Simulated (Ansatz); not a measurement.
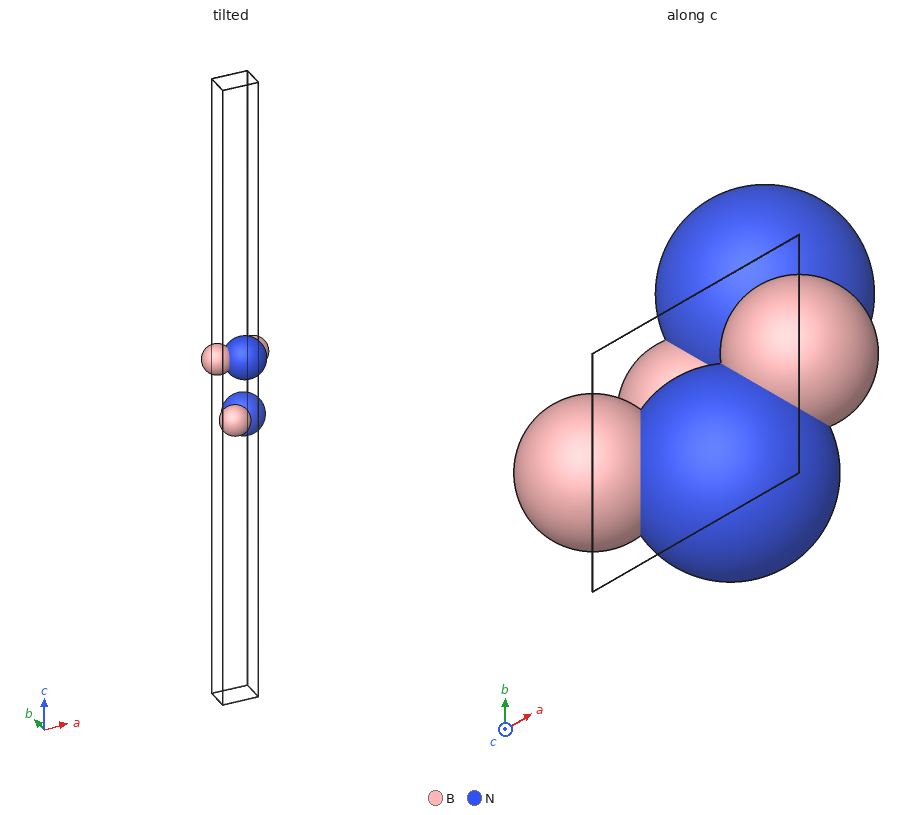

The structure above is drawn in space-filling style and viewed slightly off an axis and along the c axis. The parallelepiped is the simulation cell.

What structure is drawn here?

- Chemical formula BN.
- Atoms per cell: 4 (2 B, 2 N).
- The B atoms are each bonded to three N in a trigonal planar arrangement. The N atoms are each bonded to three B in a trigonal planar arrangement.

It derives from a structure listed in the Materials Project, from which a slab or single sheet was cut. The atoms were relaxed in a fixed cell with DFT PBE+D3(BJ), scalar-relativistic, plane waves, PAW in Ansatz.
